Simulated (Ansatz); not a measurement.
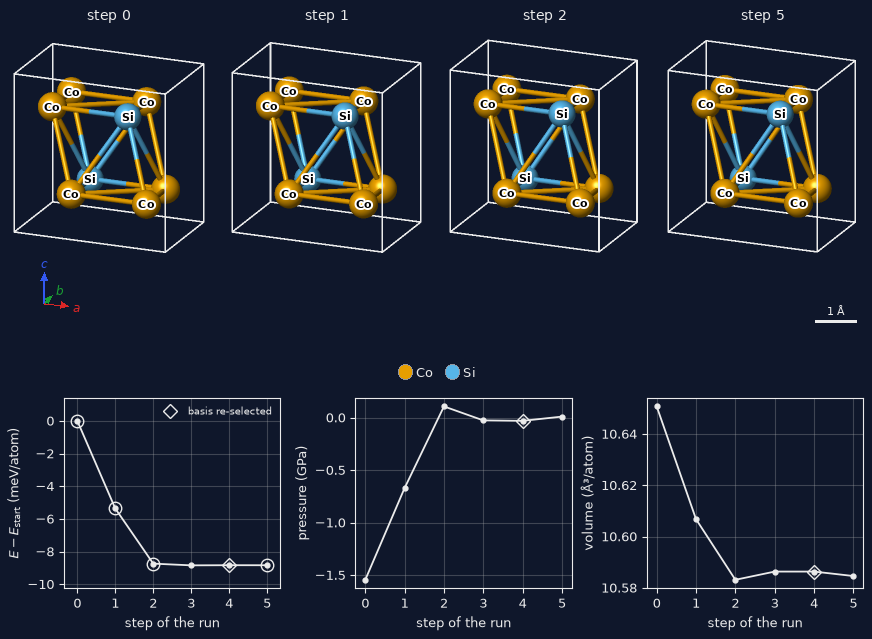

Frames of a relaxation of a crystal of Co$_{3}$Si (set up in P6_3/mmc), marked on the history of the run. The picture is a ball-and-stick view of the cell of the calculation, seen slightly off an axis.

Case: relaxed functional: r2SCAN.

Computed with DFT r2SCAN, scalar-relativistic, plane waves, PAW in Ansatz 0.2.0. Settings: plane-wave cutoff 500 eV; k-point mesh 12 × 12 × 10; occupations gaussian; smearing width 0.1 eV; collinear spin; cell and atoms relaxed; force threshold 0.01 eV/Å; at most 60 steps.

Describe the path.

Answer. The run was cut off at its time limit before the program reported convergence, but its last step already meets the force threshold: the largest component is 0.0024 eV/Å against 0.01 eV/Å. The pressure is within 0.01 GPa of its target. The largest moves relative to the cell, 0.012 Å, are those of Co atoms. Si stays in place. Cell: a = b 4.976 → 4.909 Å (−1.4 %), c 3.973 → 4.058 Å (+2.1 %). Volume −0.6 %. Near-neighbour distances that change, for instance: Co–Co 2.476 → 2.421 Å, Co–Si 2.488 → 2.454 Å, Co–Co 2.456 → 2.486 Å, Co–Si 2.447 → 2.464 Å. The space group stays P6_3/mmc (No. 194). Over 4 accepted moves (5 points after the start) the energy falls by 8.8 meV per atom. The largest force component goes from 0.29 to 0.0024 eV/Å. Pressure: −1.54 GPa at the start and 0.01 GPa at the end. At 1 point the geometry stayed and the basis and grid were re-selected for the new cell (energy shift of less than 0.05 meV per atom at most each time). From step 0 to 1: volume −0.4 %, energy −5.4 meV per atom. From step 1 to 2: volume −0.2 %, energy −3.4 meV per atom. From step 2 to 5: energy −0.1 meV per atom.
